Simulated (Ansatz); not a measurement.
## AlNi5: geometry relaxation (part 1 of 3)

System: AlNi5 (P-3m1, 6 atoms in the cell).
Method: DFT PBE, scalar-relativistic, plane waves, PAW, spin-polarised (Ansatz 0.2.0).

The structure was made by a generator, so it may or may not be a known phase. Figures and captions count atoms from 1; the log counts them from 0 in places.

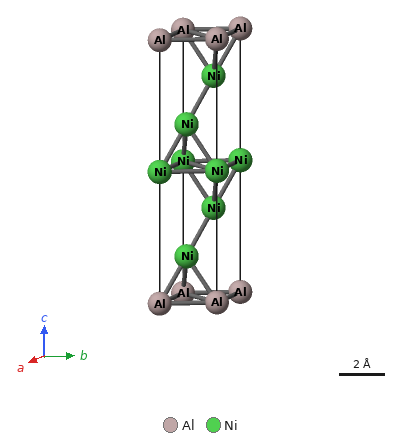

**Figure 1.** The input geometry (ball-and-stick view of the cell of the calculation, seen slightly off an axis). An atom can appear more than once, as a periodic image. Near neighbours in the periodic cell (some may lie outside the picture): Al has 6 Al at 2.57 Å and 6 Ni at 2.47 Å; Ni has 12 Ni at 2.48 to 2.57 Å; Ni has 3 Al at 2.47 Å and 9 Ni at 2.52 to 2.57 Å.

Input file
```yaml
crystal:
  lattice:
    - [2.5655691091, 0.0, 0.0]
    - [-1.2827845545, 2.2218480236, 0.0]
    - [0.0, 0.0, 11.9854542344]
  atoms:
    - { symbol: Al, position: [0.0, 0.0, 0.0] }
    - { symbol: Ni, position: [0.6666666667, 0.3333333333, 0.6657343259], spin: -0.53 }
    - { symbol: Ni, position: [0.3333333333, 0.6666666667, 0.8354415304], spin: -0.53 }
    - { symbol: Ni, position: [0.6666666667, 0.3333333333, 0.1645584696], spin: -0.53 }
    - { symbol: Ni, position: [0.3333333333, 0.6666666667, 0.3342656741], spin: -0.53 }
    - { symbol: Ni, position: [0.0, 0.0, 0.5], spin: -0.53 }
basis:
  ecutwfc: 420
kpoints:
  mp_grid: { grid: [18, 18, 4] }
hamiltonian:
  xc: pbe
scf:
  occupations: { method: gaussian, width: 0.1 }
output:
  forces: true
  stress: true
  eigenvalues: true
  populations: true
  write_density: true
  write_potential: true
  elf: true
  volumetric_format: npy
magnetization:
  spin_polarized: true
relax:
  adjacent_minimum: "off"
  f_tol: 0.01
  max_steps: 80
  cell: { stress_tol: 0.05 }
```

Command:
```bash
ansatz run input.yaml --threads 4 --pin off --max-ram 8192MiB --backend cpu --events-out ev --progress --plain --runs-dir out
```

Log
```
Engine: ansatz 0.2.0, aarch64-unknown-linux-gnu
Pseudopotentials: kind: paw
Pseudopotential: Al, paw, valence charge 3, recommended cutoff 420 eV (normal), Al.paw.azcp
Pseudopotential: Ni, paw, valence charge 18, recommended cutoff 420 eV (normal), Ni.paw.azcp
Functional definition: PBE
  parameter kappa = 0.804
  parameter beta = 0.06672455060314922
  exchange = pbe_x(kappa = kappa, mu = beta*pi^2/3)
  correlation = pbe_c(beta = beta)
Crystal: 6 atoms, lattice volume = 68.321 Å³
Basis set: ecut = 420 eV, 1367 PW (Γ), exchange–correlation on 36×36×162 points (8 copies of the dense FFT grid, shifted against one another)
Bands: 58, of which v1, the nominal top of the filled ones, is band 47 counted from 1 (46 counted from 0)
Symmetry: 12 space group operations
Space group: P-3m1 (ITA 164), of the structure as read, at distance tolerance 4.1e-5 Å
Magnetic group: BNS 164.85 (UNI 1315), of the structure as read, at distance tolerance 4.1e-5 Å
k-points: 138 of 1296
Non-local potential: Al, projectors of the file, l = 0: 2, l = 1: 2, l = 2: 1
Non-local potential: Ni, projectors of the file, l = 0: 3, l = 1: 2, l = 2: 3, l = 3: 1
PAW form: soft (Blöchl's): semilocal exchange-correlation on the pseudo side does not see the compensation charge
PAW one-centre angular grid: Al, 110 points (default); XC on 64 Gauss nodes
PAW one-centre angular grid: Ni, 590 points (default); XC on 64 Gauss nodes
Initial density: superposition of atomic densities (chi_scale 0.1, normalization cell)
Starting moments: Σ|m| = 2.65 μB on 5 of 6 sites
Initial wavefunctions: pseudopotential atomic-orbital guess
Functional: x = pbe(κ = 0.804, μ = 0.2195149727645171), c = pbe(β = 0.06672455060314922)
SCF iter   1: F=—  HF=-29732.638237 eV  |F-HF|=—  |Δ(HF+E_count)|=         —  Δρ=5.78e-2 (↑5.78e-2 ↓2.42e-2)  dr2=5.40e0  dr2_m=2.81e-1  M=-2.819 μB ∫|m|=3.017 μB  β_m=0.30  ethr=3.10e-3  ⟨swp⟩=5.2  Hψ=51383  notcnv=0  defer=149
Mixer restart at iter 1: flushing history
preconditioner: auto → Kerker (q_TF=auto, 2.872 Å⁻¹)  [metal: Δε(μ)=0.002 eV  Ē_g=7.518 eV  σ=0.100 eV  W_gap=0.01  n_scr=16 (ndim 8)  ℏωp=32.7 eV  f_vac=0.000  D(μ)=9.63/eV (n_scr^D=138)]
spin=Collinear: Kerker preconditioning applied to the charge; magnetization (m = ρ↑ − ρ↓) channel mixes plain (no charge-response kernel on spin).
SCF iter   2: F=—  HF=-29732.161921 eV  |F-HF|=—  |Δ(HF+E_count)|=   4.76e-1  Δρ=2.63e-2 (↑1.90e-2 ↓2.63e-2)  dr2=8.45e-1  dr2_m=1.64e-1  M=-2.750 μB ∫|m|=3.002 μB  β_m=0.31  ethr=3.10e-3  ⟨swp⟩=2.6  Hψ=25972  notcnv=0  defer=1094
SCF iter   3: F=—  HF=-29733.819531 eV  |F-HF|=—  |Δ(HF+E_count)|=    1.66e0  Δρ=2.26e-2 (↑1.49e-2 ↓2.26e-2)  dr2=4.91e-1  dr2_m=9.33e-2  M=-2.695 μB ∫|m|=2.994 μB  β_m=0.39  ethr=9.09e-4  ⟨swp⟩=2.0  Hψ=18014  notcnv=0  defer=1094
SCF iter   4: F=—  HF=-29735.758086 eV  |F-HF|=—  |Δ(HF+E_count)|=    1.94e0  Δρ=1.80e-2 (↑1.77e-2 ↓1.80e-2)  dr2=5.62e-1  dr2_m=3.53e-2  M=-2.554 μB ∫|m|=2.927 μB  β_m=0.55  ethr=5.28e-4  ⟨swp⟩=2.5  Hψ=24434  notcnv=0  defer=1096
SCF iter   5: F=—  HF=-29736.621234 eV  |F-HF|=—  |Δ(HF+E_count)|=   8.63e-1  Δρ=1.55e-2 (↑1.17e-2 ↓1.55e-2)  dr2=4.29e-1  dr2_m=5.30e-3  M=-2.359 μB ∫|m|=2.772 μB  β_m=0.51  ethr=5.28e-4  ⟨swp⟩=2.9  Hψ=29065  notcnv=0  defer=1123
SCF iter   6: F=—  HF=-29736.627066 eV  |F-HF|=—  |Δ(HF+E_count)|=   5.83e-3  Δρ=4.57e-3 (↑4.57e-3 ↓3.35e-3)  dr2=2.51e-2  dr2_m=7.16e-3  M=-2.334 μB ∫|m|=2.750 μB  β_m=0.76  ethr=4.61e-4  ⟨swp⟩=2.5  Hψ=24709  notcnv=0  defer=1175
SCF iter   7: F=—  HF=-29736.642747 eV  |F-HF|=—  |Δ(HF+E_count)|=         —  Δρ=5.98e-3 (↑5.03e-3 ↓5.98e-3)  dr2=6.43e-3  dr2_m=1.85e-2  M=-2.174 μB ∫|m|=2.571 μB  β_m=0.76  ethr=2.70e-5  ⟨swp⟩=2.0  Hψ=24840  notcnv=0  defer=1177
SCF iter   8: F=—  HF=-29736.640105 eV  |F-HF|=—  |Δ(HF+E_count)|=   2.64e-3  Δρ=1.41e-3 (↑1.34e-3 ↓1.41e-3)  dr2=5.62e-3  dr2_m=3.09e-4  M=-2.157 μB ∫|m|=2.538 μB  β_m=0.85  ethr=6.91e-6  ⟨swp⟩=2.0  Hψ=24507  notcnv=0  defer=1168
SCF iter   9: F=—  HF=-29736.641280 eV  |F-HF|=—  |Δ(HF+E_count)|=   1.17e-3  Δρ=1.46e-3 (↑1.46e-3 ↓8.50e-4)  dr2=4.92e-3  dr2_m=2.99e-4  M=-2.148 μB ∫|m|=2.525 μB  β_m=0.93  ethr=6.04e-6  ⟨swp⟩=1.6  Hψ=18579  notcnv=0  defer=1164
SCF iter  10: F=—  HF=-29736.641624 eV  |F-HF|=—  |Δ(HF+E_count)|=   3.44e-4  Δρ=1.22e-3 (↑1.13e-3 ↓1.22e-3)  dr2=4.96e-3  dr2_m=3.28e-6  M=-2.137 μB ∫|m|=2.509 μB  β_m=0.76  ethr=5.29e-6  ⟨swp⟩=1.0  Hψ=16008  notcnv=0  defer=1164
SCF iter  11: F=—  HF=-29736.641386 eV  |F-HF|=—  |Δ(HF+E_count)|=   2.38e-4  Δρ=8.70e-4 (↑8.70e-4 ↓7.54e-4)  dr2=7.32e-4  dr2_m=1.90e-4  M=-2.126 μB ∫|m|=2.498 μB  β_m=0.65  ethr=5.29e-6  ⟨swp⟩=1.9  Hψ=18136  notcnv=0  defer=1164
SCF iter  12: F=—  HF=-29736.641290 eV  |F-HF|=—  |Δ(HF+E_count)|=   9.66e-5  Δρ=7.99e-4 (↑7.99e-4 ↓2.22e-4)  dr2=2.83e-4  dr2_m=1.31e-4  M=-2.125 μB ∫|m|=2.495 μB  β_m=0.83  ethr=7.87e-7  ⟨swp⟩=2.0  Hψ=22886  notcnv=0  defer=1164
SCF iter  13: F=—  HF=-29736.641356 eV  |F-HF|=—  |Δ(HF+E_count)|=   6.62e-5  Δρ=2.78e-4 (↑2.66e-4 ↓2.78e-4)  dr2=1.13e-4  dr2_m=1.57e-5  M=-2.122 μB ∫|m|=2.491 μB  β_m=0.91  ethr=3.04e-7  ⟨swp⟩=2.0  Hψ=22985  notcnv=0  defer=1164
SCF iter  14: F=—  HF=-29736.641341 eV  |F-HF|=—  |Δ(HF+E_count)|=   1.51e-5  Δρ=1.43e-4 (↑1.43e-4 ↓2.88e-5)  dr2=2.02e-5  dr2_m=3.45e-6  M=-2.119 μB ∫|m|=2.487 μB  β_m=0.77  ethr=1.21e-7  ⟨swp⟩=2.1  Hψ=21514  notcnv=0  defer=1164
SCF iter  15: F=—  HF=-29736.641322 eV  |F-HF|=—  |Δ(HF+E_count)|=   1.86e-5  Δρ=7.78e-5 (↑7.78e-5 ↓4.57e-5)  dr2=1.01e-5  dr2_m=2.42e-7  M=-2.120 μB ∫|m|=2.488 μB  β_m=0.65  ethr=2.17e-8  ⟨swp⟩=2.0  Hψ=22006  notcnv=0  defer=1164
SCF iter  16: F=—  HF=-29736.641321 eV  |F-HF|=—  |Δ(HF+E_count)|=   8.30e-7  Δρ=1.92e-5 (↑1.92e-5 ↓1.29e-5)  dr2=4.47e-7  dr2_m=4.53e-8  M=-2.120 μB ∫|m|=2.487 μB  β_m=0.75  ethr=1.09e-8  ⟨swp⟩=1.0  Hψ=16221  notcnv=0  defer=1164
SCF iter  17: F=—  HF=-29736.641321 eV  |F-HF|=—  |Δ(HF+E_count)|=   3.80e-8  Δρ=9.68e-6 (↑9.68e-6 ↓4.00e-6)  dr2=1.20e-7  dr2_m=7.32e-9  M=-2.119 μB ∫|m|=2.487 μB  β_m=0.68  ethr=4.81e-10  ⟨swp⟩=1.0  Hψ=16161  notcnv=0  defer=1164
SCF iter  18: F=—  HF=-29736.641321 eV  |F-HF|=—  |Δ(HF+E_count)|=   3.83e-9  Δρ=4.30e-6 (↑4.30e-6 ↓1.57e-6)  dr2=3.45e-8  dr2_m=1.30e-9  M=-2.119 μB ∫|m|=2.487 μB  β_m=0.68  ethr=1.30e-10  ⟨swp⟩=1.7  Hψ=18762  notcnv=0  defer=1164
SCF iter  19: F=—  HF=-29736.641321 eV  |F-HF|=—  |Δ(HF+E_count)|=   4.73e-9  Δρ=1.18e-5 (↑1.18e-5 ↓3.21e-6)  dr2=3.11e-7  dr2_m=1.30e-8  M=-2.119 μB ∫|m|=2.487 μB  β_m=0.70  ethr=3.71e-11  ⟨swp⟩=1.0  Hψ=16009  notcnv=0  defer=1164
SCF iter  20: F=-29736.641321 eV  HF=-29736.641321 eV  |F-HF|=1.95e-8  |Δ(HF+E_count)|=   4.53e-9  Δρ=2.86e-6 (↑2.86e-6 ↓9.54e-7)  dr2=1.98e-8  dr2_m=6.29e-10  M=-2.119 μB ∫|m|=2.487 μB  ethr=3.71e-11  ⟨swp⟩=11.1  Hψ=98593  notcnv=0
SCF 1 converged in 20 iterations: F = -29736.641321 eV  dr2 = 1.98e-8
  greatest PAW one-centre occupation: 1.001 electrons in one spin orbital (limit 2), on the Ni atom at site 5 (counted from 0), in its partial waves of l = 1
relax step   1: F+E_penalty+E_count = -29736.64132123 eV  Δ(F+E_penalty+E_count) = +0.000e0 eV  max|allowed force component| = 2.105e-2 eV/Å  Δτ_max = 0.0000 Å  P = +0.245 GPa  Ω = 68.321 Å³  (20 SCF iters, dr2 threshold 1.00e-7 eV, accepted)
Crystal: 6 atoms, lattice volume = 68.385 Å³
Initial density: handed on by an earlier stage of this run
Starting moments: Σ|m| = 2.65 μB on 5 of 6 sites; this step starts from the density that it was given
Initial wavefunctions: those handed on with the density
iter 1 solved again at ethr=5.44e-8 eV; its pass at ethr=3.10e-3 eV (dr2=5.06e-5 eV) is discarded
SCF iter   1: F=—  HF=-29736.641725 eV  |F-HF|=—  |Δ(HF+E_count)|=         —  Δρ=3.69e-4 (↑3.69e-4 ↓2.57e-4)  dr2=4.74e-5  dr2_m=4.41e-5  M=-2.113 μB ∫|m|=2.481 μB  β_m=0.65  ethr=5.44e-8  ⟨swp⟩=2.1  Hψ=63438  notcnv=0
preconditioner: auto → none  [metal: Δε(μ)=0.001 eV  Ē_g=8.064 eV  σ=0.100 eV  W_gap=0.01  n_scr=6 (ndim 8)  ℏωp=32.7 eV  f_vac=0.000  D(μ)=9.21/eV (n_scr^D=126)]
SCF iter   2: F=—  HF=-29736.641741 eV  |F-HF|=—  |Δ(HF+E_count)|=   1.59e-5  Δρ=3.11e-4 (↑2.07e-4 ↓3.11e-4)  dr2=1.31e-4  dr2_m=1.68e-5  M=-2.111 μB ∫|m|=2.479 μB  β_m=0.30  ethr=5.10e-8  ⟨swp⟩=2.0  Hψ=28739  notcnv=0
SCF iter   3: F=—  HF=-29736.641720 eV  |F-HF|=—  |Δ(HF+E_count)|=   2.08e-5  Δρ=1.83e-4 (↑1.83e-4 ↓1.15e-4)  dr2=2.28e-4  dr2_m=1.14e-5  M=-2.115 μB ∫|m|=2.482 μB  β_m=0.25  ethr=5.10e-8  ⟨swp⟩=2.0  Hψ=25716  notcnv=0
SCF iter   4: F=—  HF=-29736.641720 eV  |F-HF|=—  |Δ(HF+E_count)|=   3.67e-7  Δρ=2.04e-4 (↑2.04e-4 ↓1.69e-4)  dr2=8.89e-5  dr2_m=1.83e-5  M=-2.110 μB ∫|m|=2.478 μB  β_m=0.21  ethr=5.10e-8  ⟨swp⟩=2.0  Hψ=21302  notcnv=0
SCF iter   5: F=—  HF=-29736.641715 eV  |F-HF|=—  |Δ(HF+E_count)|=   5.01e-6  Δρ=1.08e-4 (↑1.08e-4 ↓8.13e-5)  dr2=2.96e-5  dr2_m=4.66e-6  M=-2.111 μB ∫|m|=2.478 μB  β_m=0.27  ethr=5.10e-8  ⟨swp⟩=1.0  Hψ=16008  notcnv=0
SCF iter   6: F=—  HF=-29736.641714 eV  |F-HF|=—  |Δ(HF+E_count)|=   1.78e-6  Δρ=5.56e-5 (↑4.98e-5 ↓5.56e-5)  dr2=2.89e-6  dr2_m=1.51e-6  M=-2.111 μB ∫|m|=2.478 μB  β_m=0.24  ethr=3.18e-8  ⟨swp⟩=1.0  Hψ=16008  notcnv=0
SCF iter   7: F=—  HF=-29736.641714 eV  |F-HF|=—  |Δ(HF+E_count)|=   7.12e-8  Δρ=3.81e-5 (↑3.74e-5 ↓3.81e-5)  dr2=1.36e-7  dr2_m=8.55e-7  M=-2.111 μB ∫|m|=2.478 μB  β_m=0.33  ethr=3.11e-9  ⟨swp⟩=1.0  Hψ=16008  notcnv=0
SCF iter   8: F=—  HF=-29736.641714 eV  |F-HF|=—  |Δ(HF+E_count)|=   3.59e-7  Δρ=1.28e-5 (↑1.28e-5 ↓9.64e-6)  dr2=6.74e-8  dr2_m=6.59e-8  M=-2.111 μB ∫|m|=2.478 μB  β_m=0.55  ethr=1.46e-10  ⟨swp⟩=2.1  Hψ=27155  notcnv=0
SCF iter   9: F=—  HF=-29736.641714 eV  |F-HF|=—  |Δ(HF+E_count)|=   2.35e-8  Δρ=7.46e-6 (↑7.46e-6 ↓5.80e-6)  dr2=6.32e-8  dr2_m=2.43e-8  M=-2.111 μB ∫|m|=2.478 μB  β_m=0.69  ethr=7.24e-11  ⟨swp⟩=2.2  Hψ=22409  notcnv=0
SCF iter  10: F=—  HF=-29736.641714 eV  |F-HF|=—  |Δ(HF+E_count)|=   1.35e-8  Δρ=5.53e-6 (↑5.53e-6 ↓1.68e-6)  dr2=3.73e-8  dr2_m=6.91e-9  M=-2.111 μB ∫|m|=2.478 μB  β_m=0.64  ethr=6.80e-11  ⟨swp⟩=2.4  Hψ=20911  notcnv=0
SCF iter  11: F=-29736.641714 eV  HF=-29736.641714 eV  |F-HF|=3.11e-7  |Δ(HF+E_count)|=   1.59e-8  Δρ=1.72e-5 (↑1.72e-5 ↓4.04e-6)  dr2=3.30e-7  dr2_m=2.82e-8  M=-2.111 μB ∫|m|=2.478 μB  ethr=4.01e-11  ⟨swp⟩=5.7  Hψ=91522  notcnv=0
SCF 2 converged in 11 iterations: F = -29736.641714 eV  dr2 = 3.30e-7
relax step   2: F+E_penalty+E_count = -29736.64171365 eV  Δ(F+E_penalty+E_count) = -3.924e-4 eV  max|allowed force component| = 1.310e-2 eV/Å  Δτ_max = 0.0012 Å  P = +0.093 GPa  Ω = 68.385 Å³  energy of the carried Pulay correction = -2.244e-5 eV  (11 SCF iters, dr2 threshold 6.00e-7 eV, accepted)
Crystal: 6 atoms, lattice volume = 68.424 Å³
Basis set: ecut = 420 eV, 1365 PW (Γ), exchange–correlation on 36×36×162 points (8 copies of the dense FFT grid, shifted against one another)
iter 1 solved again at ethr=8.21e-8 eV; its pass at ethr=3.10e-3 eV (dr2=7.63e-5 eV) is discarded
SCF iter   1: F=—  HF=-29736.641879 eV  |F-HF|=—  |Δ(HF+E_count)|=         —  Δρ=4.07e-4 (↑4.07e-4 ↓3.62e-4)  dr2=7.63e-5  dr2_m=7.53e-5  M=-2.103 μB ∫|m|=2.470 μB  β_m=0.65  ethr=8.21e-8  ⟨swp⟩=2.0  Hψ=63677  notcnv=0
preconditioner: auto → none  [metal: Δε(μ)=0.000 eV  Ē_g=8.056 eV  σ=0.100 eV  W_gap=0.00  n_scr=6 (ndim 8)  ℏωp=32.7 eV  f_vac=0.000  D(μ)=9.20/eV (n_scr^D=126)]
SCF iter   2: F=—  HF=-29736.642002 eV  |F-HF|=—  |Δ(HF+E_count)|=   1.23e-4  Δρ=4.07e-4 (↑3.85e-4 ↓4.07e-4)  dr2=1.75e-3  dr2_m=7.74e-5  M=-2.095 μB ∫|m|=2.462 μB  β_m=0.27  ethr=8.21e-8  ⟨swp⟩=2.0  Hψ=26156  notcnv=0  recentre
SCF iter   3: F=—  HF=-29736.641900 eV  |F-HF|=—  |Δ(HF+E_count)|=   1.01e-4  Δρ=3.61e-4 (↑3.61e-4 ↓1.92e-4)  dr2=8.58e-4  dr2_m=3.75e-5  M=-2.106 μB ∫|m|=2.473 μB  β_m=0.14  ethr=8.21e-8  ⟨swp⟩=2.0  Hψ=22968  notcnv=0
SCF iter   4: F=—  HF=-29736.641868 eV  |F-HF|=—  |Δ(HF+E_count)|=   3.19e-5  Δρ=2.25e-4 (↑2.09e-4 ↓2.25e-4)  dr2=1.65e-5  dr2_m=2.80e-5  M=-2.101 μB ∫|m|=2.467 μB  β_m=0.09  ethr=8.21e-8  ⟨swp⟩=2.0  Hψ=21587  notcnv=0
SCF iter   5: F=—  HF=-29736.641867 eV  |F-HF|=—  |Δ(HF+E_count)|=   1.27e-6  Δρ=1.36e-4 (↑1.28e-4 ↓1.36e-4)  dr2=3.43e-7  dr2_m=1.07e-5  M=-2.101 μB ∫|m|=2.467 μB  β_m=0.20  ethr=1.77e-8  ⟨swp⟩=1.0  Hψ=16008  notcnv=0
SCF iter   6: F=—  HF=-29736.641868 eV  |F-HF|=—  |Δ(HF+E_count)|=   9.42e-7  Δρ=5.67e-5 (↑5.67e-5 ↓4.15e-5)  dr2=1.32e-6  dr2_m=1.22e-6  M=-2.100 μB ∫|m|=2.465 μB  β_m=0.34  ethr=3.69e-10  ⟨swp⟩=2.0  Hψ=28969  notcnv=0
SCF iter   7: F=—  HF=-29736.641868 eV  |F-HF|=—  |Δ(HF+E_count)|=   6.85e-8  Δρ=2.40e-5 (↑2.40e-5 ↓2.37e-5)  dr2=3.13e-7  dr2_m=1.80e-7  M=-2.099 μB ∫|m|=2.464 μB  β_m=0.33  ethr=3.69e-10  ⟨swp⟩=2.0  Hψ=27911  notcnv=0
SCF iter   8: F=—  HF=-29736.641868 eV  |F-HF|=—  |Δ(HF+E_count)|=   1.15e-8  Δρ=1.38e-5 (↑1.38e-5 ↓1.08e-5)  dr2=7.73e-8  dr2_m=6.27e-8  M=-2.099 μB ∫|m|=2.464 μB  β_m=0.40  ethr=3.37e-10  ⟨swp⟩=2.0  Hψ=24530  notcnv=0
SCF iter   9: F=—  HF=-29736.641868 eV  |F-HF|=—  |Δ(HF+E_count)|=   2.42e-8  Δρ=7.04e-6 (↑7.04e-6 ↓6.39e-6)  dr2=3.51e-8  dr2_m=1.70e-8  M=-2.099 μB ∫|m|=2.464 μB  β_m=0.45  ethr=8.31e-11  ⟨swp⟩=2.1  Hψ=23210  notcnv=0
SCF iter  10: F=—  HF=-29736.641868 eV  |F-HF|=—  |Δ(HF+E_count)|=   1.10e-8  Δρ=4.55e-6 (↑4.55e-6 ↓3.15e-6)  dr2=3.80e-8  dr2_m=4.21e-9  M=-2.099 μB ∫|m|=2.464 μB  β_m=0.39  ethr=3.77e-11  ⟨swp⟩=2.0  Hψ=23175  notcnv=0
SCF iter  11: F=—  HF=-29736.641868 eV  |F-HF|=—  |Δ(HF+E_count)|=  3.64e-11  Δρ=1.12e-5 (↑1.12e-5 ↓4.25e-6)  dr2=2.97e-7  dr2_m=1.15e-8  M=-2.099 μB ∫|m|=2.464 μB  β_m=0.41  ethr=3.77e-11  ⟨swp⟩=2.0  Hψ=21146  notcnv=0
SCF iter  12: F=-29736.641868 eV  HF=-29736.641868 eV  |F-HF|=4.43e-8  |Δ(HF+E_count)|=   3.82e-9  Δρ=4.17e-6 (↑4.17e-6 ↓1.92e-6)  dr2=4.56e-8  dr2_m=1.86e-9  M=-2.099 μB ∫|m|=2.464 μB  ethr=3.77e-11  ⟨swp⟩=5.1  Hψ=85609  notcnv=0
the search or the solves at the SCF's close seem to have found levels that the self-consistency loop had missed (the run counts 1). By its estimate they hold under 1e-12 electrons; where the run keeps them, the occupations were computed again with them
SCF 3 converged in 12 iterations: F = -29736.641868 eV  dr2 = 4.56e-8
relax step   3: F+E_penalty+E_count = -29736.64186787 eV  Δ(F+E_penalty+E_count) = -1.542e-4 eV  max|allowed force component| = 5.482e-4 eV/Å  Δτ_max = 0.0016 Å  P = +0.013 GPa  Ω = 68.424 Å³  energy of the carried Pulay correction = -3.599e-5 eV  (12 SCF iters, dr2 threshold 1.51e-7 eV, accepted)
Basis set: ecut = 420 eV, 1365 PW (Γ), exchange–correlation on 36×36×160 points (8 copies of the dense FFT grid, shifted against one another)
Initial wavefunctions: pseudopotential atomic-orbital guess (no wavefunctions were taken with the density)
iter 1 solved again at ethr=1.42e-7 eV; its pass at ethr=3.10e-3 eV (dr2=1.32e-4 eV) is discarded
```
